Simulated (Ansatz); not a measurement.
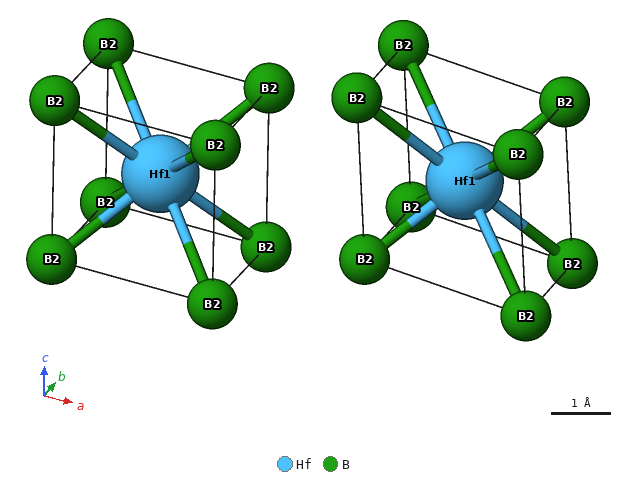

Two geometries of crystalline HfB (a generated structure, set up in R-3m) (coarse preliminary run), drawn at one scale. One is the start of a relaxation, the other its converged end. The picture is a ball-and-stick view of the cell of the calculation, seen slightly off an axis.

Computed with Ansatz 0.2.0, DFT PBE, scalar-relativistic, plane waves, PAW. Settings: plane-wave cutoff 420 eV; k-point mesh 6 × 6 × 6; occupations gaussian; smearing width 0.1 eV; no spin polarisation; cell and atoms relaxed; force threshold 0.04 eV/Å; at most 70 steps.

### Which geometry has the lower energy?

The left one is the relaxed one. The atoms keep their places relative to the cell (all moves are under 0.005 Å). The volume changes by −5.5 %, with a = b = c 3.115 → 3.018 Å (−3.1 %), α 99.7° → 94.7°, β 99.7° → 94.7°, γ 99.7° → 94.7°. Some distances before and after: Hf1–B2 2.199 → 2.392 Å, Hf1–B2 (another image) 2.844 → 2.683 Å, Hf1–Hf1 3.115 → 3.018 Å. The space group stays R-3m (No. 166). After 4 accepted moves (5 points after the start) the energy has fallen by 201 meV per atom. All forces vanish by symmetry, so only the cell relaxes. The pressure goes from −0.24 to 0.00 GPa. At 1 point the geometry stayed and the basis and grid were re-selected for the new cell (energy shift of 0.2 meV per atom at most each time).
